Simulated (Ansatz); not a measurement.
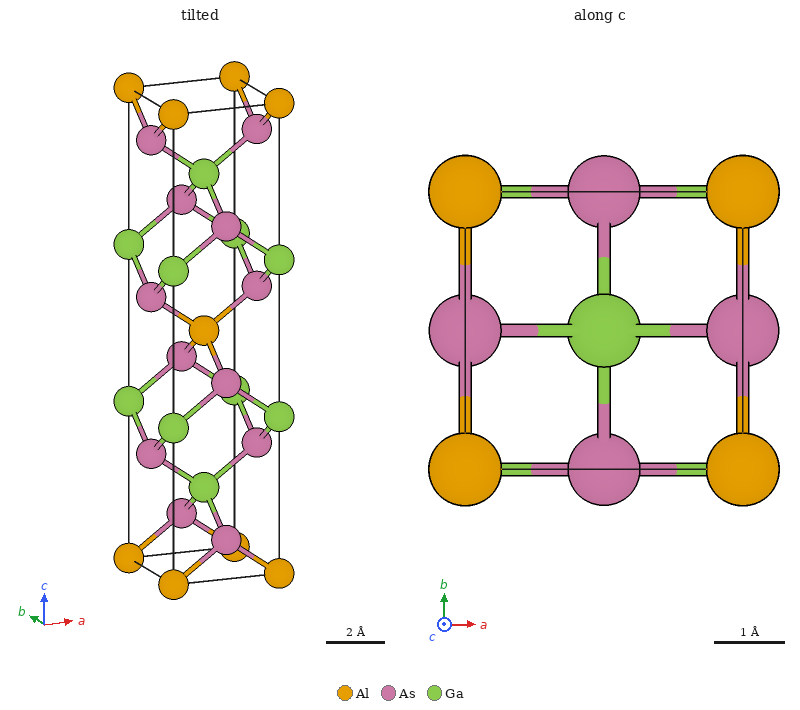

A ball-and-stick rendering, viewed slightly off an axis and along the c axis. The outline marks the conventional unit cell.

AlGa$_{2}$As$_{3}$, space group I-4m2 (No. 119), a = 4.012 Å, b = 4.012 Å, c = 17.002 Å, α = 90.00°, β = 90.00°, γ = 90.00°. It goes back to a structure type filled with these elements by a generator (whether the compound takes this form wasn't checked). Earlier steps of the study, as a rule a relaxation of our own, may have changed the cell and positions, so they can lie some per cent off the listed ones. A calculation with Ansatz used it as input.

This one geometry was computed with Ansatz (DFT, plane waves, PAW) at five levels of theory: r2SCAN, PBE with spin-orbit coupling, HSE06, PBE and PBE0. It was relaxed beforehand with r2SCAN.

Question: Which level gives the highest pressure at this volume, and what does that say about its equilibrium volume?

Answer: Highest: PBE with spin-orbit coupling (2.5 GPa) and PBE (2.5 GPa), which points to the largest equilibrium volume. Lowest, with the smallest volume: r2SCAN (0.0 GPa), HSE06 (0.5 GPa) and PBE0 (0.3 GPa). Levels within 0.5 GPa of each other can't be told apart.

Question: How does the band gap change with the level of theory?

Answer: PBE with spin-orbit coupling: a gap of 0.79 eV, direct; PBE: a gap of 0.89 eV, direct; r2SCAN: a gap of 1.38 eV, direct; HSE06: a gap of 1.75 eV, direct; PBE0: a gap of 2.33 eV, direct.

Question: Collect the results in a table.

Answer:
| level | cutoff (eV) | k-mesh of the run's cell | gap (eV) | pressure (GPa) |
| --- | --- | --- | --- | --- |
| r2SCAN | 500 | 10×10×10 | 1.38 | 0.0 |
| PBE with spin-orbit coupling | 420 | 10×10×10 | 0.79 | 2.5 |
| HSE06 | 420 | 6×6×6 | 1.75 | 0.5 |
| PBE | 420 | 10×10×10 | 0.89 | 2.5 |
| PBE0 | 420 | 6×6×6 | 2.33 | 0.3 |

Gaps are taken on the k-mesh or band path of each run.
